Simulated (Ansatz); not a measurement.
Input of the run:

```
crystal:
  lattice:
    - [3.1207858608, 0.0, 0.0]
    - [0.0, 3.1207858608, 0.0]
    - [0.0, 0.0, 3.1207858608]
  atoms:
    - { symbol: Sn, position: [0.0, 0.0, 0.0] }
    - { symbol: O, position: [0.5, 0.5, 0.5] }
kpoints:
  mp_grid: { grid: [6, 6, 6] }
  band_path:
    path:
      - [0.0, 0.0, 0.0]
      - [0.0, 0.5, 0.0]
      - [0.5, 0.5, 0.0]
      - [0.5, 0.5, 0.5]
      - [0.0, 0.125, -0.5]
    npoints: 1
hamiltonian:
  xc: hse06
scf:
  occupations: { method: fermi_dirac, width: 0.02 }
  n_extra_bands: 4
output:
  forces: true
  stress: true
  eigenvalues: true
  write_density: true
  write_potential: true
  elf: true
  volumetric_format: npy
```

Run as:
```bash
ansatz run input.yaml --threads 4 --pin off --max-ram 3686MiB --backend cpu --events-out ev --progress --plain --runs-dir out
```

What will the density of states look like?

There is a gap; over the k points computed it is 0.78 eV (direct among those points). The upper group of valence states starts about 9.5 eV under the valence-band top, with a gap beneath it; it holds about 8 electrons a cell. Within the window shown, the tallest peak of the filled states lies 2.5 eV under the valence-band top, at about 2.2 states per eV and cell.

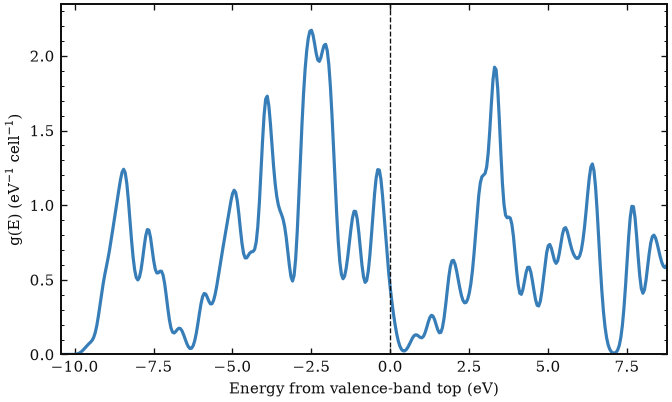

Density of states. Energies are counted from the top of the valence band. The curve is built from the levels of the k mesh with Gaussians 0.4 eV wide, which also blur the band edges.
